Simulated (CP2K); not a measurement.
**CaF$_{2}$: 6 runs along one coordinate**

System: CaF$_{2}$ (Fm-3m, 3 atoms in the cell).
Method: Kohn-Sham DFT of a periodic cell, PBE, GTH-PBE with UZH-TZVP basis, no spin polarisation (CP2K 2026.2).

The 6 runs differ only in the geometry, by an even scaling of the cell at fixed fractional positions. The structure derives from an entry of the Crystallography Open Database.

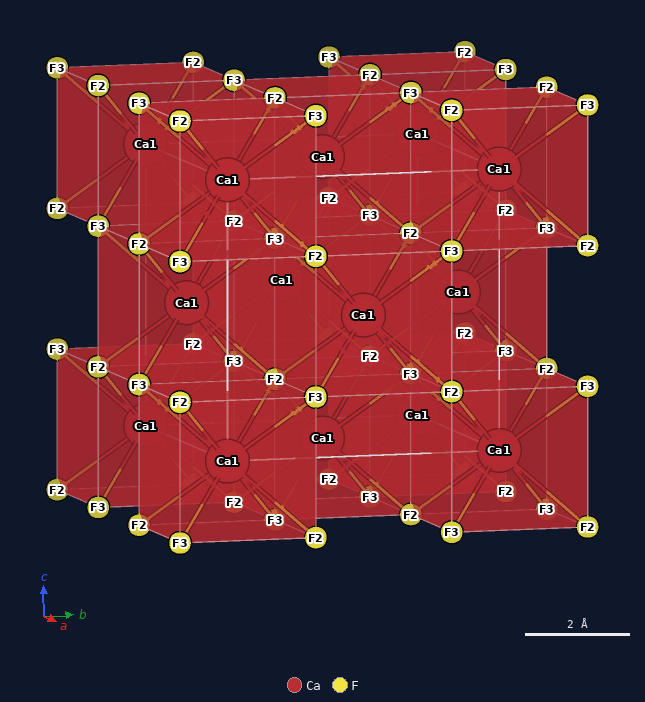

Figure 1. The structure of run 4 (polyhedral view of the cell 4 times as large as that of the calculation, set on its symmetry axes, seen slightly off an axis; polyhedra are completed across the faces of the cell; atoms are numbered from 1 in the order of the input).

**Input of run 4**
```
&GLOBAL
  PROJECT caf2_eos
  RUN_TYPE ENERGY_FORCE
  PRINT_LEVEL LOW
&END GLOBAL
&FORCE_EVAL
  METHOD QS
  STRESS_TENSOR ANALYTICAL
  &DFT
    BASIS_SET_FILE_NAME BASIS_MOLOPT_UZH
    POTENTIAL_FILE_NAME POTENTIAL_UZH
    WFN_RESTART_FILE_NAME previous-RESTART.kp
    &MGRID
      CUTOFF 750
      REL_CUTOFF 60
      NGRIDS 5
    &END MGRID
    &QS
      METHOD GPW
      EPS_DEFAULT 1.0E-10
    &END QS
    &KPOINTS
      SCHEME MONKHORST-PACK 8 8 8
      GAMMA_CENTERED T
      SYMMETRY T
      SYMMETRY_BACKEND SPGLIB
    &END KPOINTS
    &SCF
      SCF_GUESS RESTART
      EPS_SCF 1.0E-6
      MAX_SCF 100
      ADDED_MOS 12
      CHOLESKY OFF
      EPS_EIGVAL 1.0E-7
      &DIAGONALIZATION ON
        ALGORITHM STANDARD
      &END DIAGONALIZATION
      &MIXING ON
        METHOD BROYDEN_MIXING
        ALPHA 0.4
        BETA 1.5
        NBUFFER 8
      &END MIXING
      &SMEAR ON
        METHOD FERMI_DIRAC
        ELECTRONIC_TEMPERATURE [K] 580.226
      &END SMEAR
    &END SCF
    &XC
      &XC_FUNCTIONAL
        &GGA_X_PBE
        &END GGA_X_PBE
        &GGA_C_PBE
        &END GGA_C_PBE
      &END XC_FUNCTIONAL
    &END XC
    &PRINT
      &KPOINTS ON
      &END KPOINTS
      &MULLIKEN ON
      &END MULLIKEN
      &MO ON
        ENERGIES T
        OCCUPATION_NUMBERS T
        &EACH
          QS_SCF 0
        &END EACH
        ADD_LAST NUMERIC
      &END MO
    &END PRINT
  &END DFT
  &SUBSYS
    &CELL
      A 3.8877955818 0.0000000000 0.0000000000
      B 1.9438977909 3.3669297387 0.0000000000
      C 1.9438977909 1.1223099129 3.1743717999
      PERIODIC XYZ
    &END CELL
    &COORD
      SCALED
      Ca  0.0000000000 0.0000000000 0.0000000000
      F   0.7500000000 0.7500000000 0.7500000000
      F   0.2500000000 0.2500000000 0.2500000000
    &END COORD
    &KIND Ca
      BASIS_SET TZVP-MOLOPT-PBE-GTH-q10
      POTENTIAL GTH-PBE-q10
    &END KIND
    &KIND F
      BASIS_SET TZVP-MOLOPT-PBE-GTH-q7
      POTENTIAL GTH-PBE-q7
    &END KIND
    &PRINT
      &ATOMIC_COORDINATES ON
      &END ATOMIC_COORDINATES
      &CELL ON
      &END CELL
    &END PRINT
  &END SUBSYS
  &PRINT
    &FORCES ON
    &END FORCES
    &STRESS_TENSOR ON
    &END STRESS_TENSOR
  &END PRINT
&END FORCE_EVAL
```

Command:
```bash
OMP_NUM_THREADS=1 cp2k.psmp -i caf2_eos.inp -o caf2_eos.out
```

Lattice vectors (Å) and fractional positions of run 4:
```
   3.887796    0.000000    0.000000
   1.943898    3.366930    0.000000
   1.943898    1.122310    3.174372
Ca  0.000000  0.000000  0.000000
F   0.750000  0.750000  0.750000
F   0.250000  0.250000  0.250000
```

Run 2 differs from it as follows:
```diff
-      A 3.8877955818 0.0000000000 0.0000000000
-      B 1.9438977909 3.3669297387 0.0000000000
-      C 1.9438977909 1.1223099129 3.1743717999
+      A 3.8100187152 0.0000000000 0.0000000000
+      B 1.9050093576 3.2995729963 0.0000000000
+      C 1.9050093576 1.0998576655 3.1108672543
```

**Results, with one run withheld**

| run | volume per atom (Å³) | free energy per atom, from the lowest run given (meV) | pressure (GPa) | gap on the mesh (eV) |
| --- | --- | --- | --- | --- |
| 1 | 12.764 | 35.31 | 9.44 | 7.63 |
| 2 | 13.036 | ? | ? | ? |
| 3 | 13.308 | 11.07 | 5.02 | 7.38 |
| 4 | 13.851 | 1.07 | 1.41 | 7.14 |
| 5 | 14.122 | 0.00 | −0.12 | 7.02 |
| 6 | 14.394 | 1.38 | −1.49 | 6.91 |

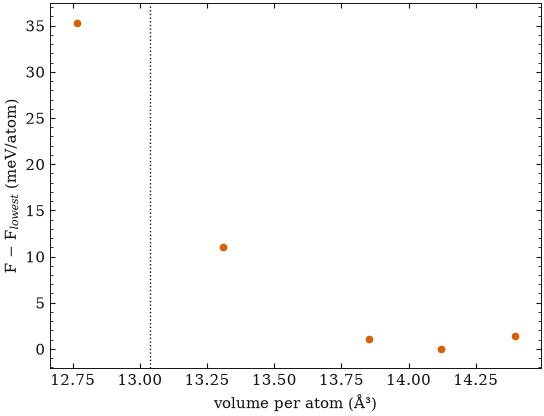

Figure 2. Free energy per atom of the runs given; the dotted line marks run 2.

Fit the runs given and predict run 2.

A cubic polynomial in V^(−2/3) (the Birch–Murnaghan form), fitted to the 5 runs given, misses them by at most 0.07 meV per atom. With x = V^(−2/3) − 0.17494 Å⁻², it reads F = 3.097 + 1735.1 x + 2.5488e+05 x² + 2.0504e+06 x³ (meV per atom). At run 2 it gives 21.16 meV per atom, and the run itself gives 21.32. The slope of the fit gives a pressure −dF/dV of 7.07 GPa there, and the run prints 7.11 GPa. The fit has its minimum at 14.094 Å³ per atom, where V d²F/dV² gives 69.2 GPa: the bulk modulus at this level, since symmetry fixes the shape and the positions. The gap on the mesh goes, without turning, from 7.63 eV in run 1 to 6.91 eV in run 6; run 2 has 7.50 eV. These are gaps of this functional on this mesh, which can miss the band edges; they aren't the measured gap.

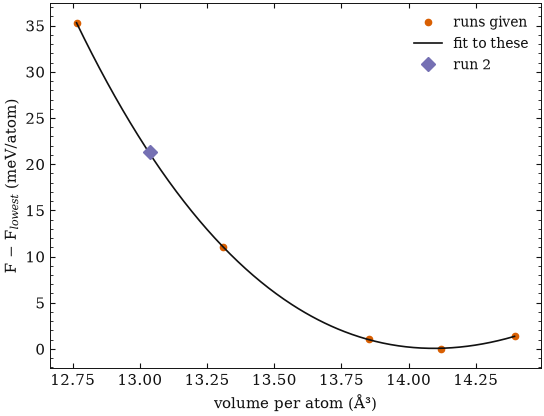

Figure 3. The fit and the withheld run.

**Some lines of the output (run 2)**
```
[...]
 MO| Band gap:            0.381911 a.u.         10.392330 eV
 MO| Band gap:            0.355085 a.u.          9.662357 eV
 MO| Band gap:            0.335251 a.u.          9.122635 eV
 MO| Band gap:            0.324699 a.u.          8.835520 eV
 MO| Band gap:            0.314469 a.u.          8.557140 eV
 MO| Band gap:            0.319693 a.u.          8.699297 eV
 MO| Band gap:            0.336883 a.u.          9.167062 eV
 MO| Band gap:            0.360313 a.u.          9.804612 eV
 MO| Band gap:            0.346514 a.u.          9.429123 eV
 MO| Band gap:            0.338032 a.u.          9.198323 eV
 MO| Band gap:            0.328803 a.u.          8.947191 eV
 MO| Band gap:            0.326412 a.u.          8.882119 eV
 MO| Band gap:            0.331434 a.u.          9.018769 eV
 MO| Band gap:            0.341165 a.u.          9.283566 eV
```
